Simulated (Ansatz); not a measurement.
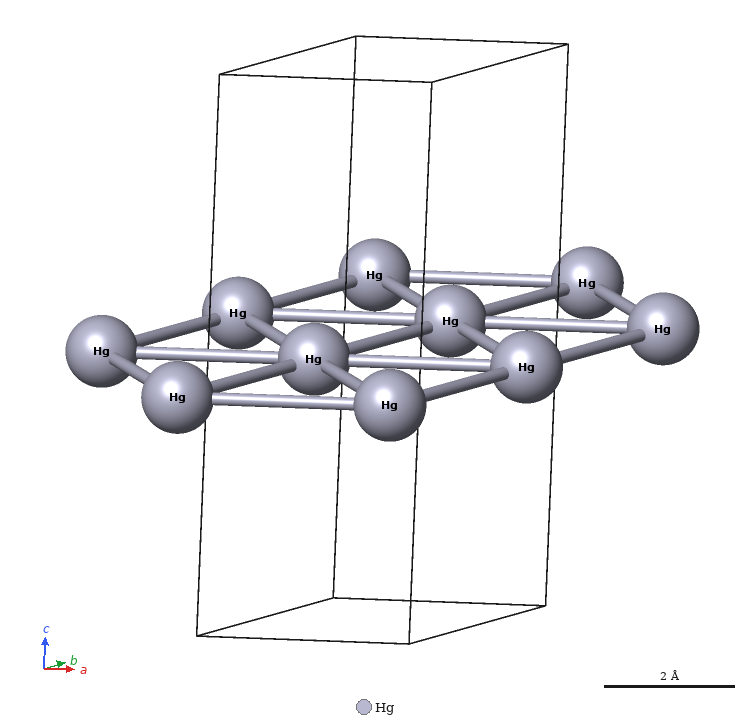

Drawn in the ball-and-stick manner and seen from the side at a slight tilt. Lines trace the edges of the simulation cell. Atoms outside the box are added where they are bonded to one inside.

Hg, a = 3.33 Å, b = 3.36 Å, c = 8.70 Å, α = 80.05°, β = 89.47°, γ = 60.28°.

Method: Ansatz, DFT PBEsol, scalar-relativistic, plane waves, PAW; wavefunction cutoff 420 eV, a 10×10×4 mesh of k-points, Gaussian smearing of 0.02 eV, no spin polarisation.

### Metal or not?

A semiconductor at this level, with a gap of 1.18 eV on the k-mesh (the true edges may lie between mesh points, so the gap can be somewhat smaller).

The cell started as a structure listed in the Materials Project. The cell was then strained or its atoms displaced on purpose. Ansatz was used for an electronic-structure calculation on it.
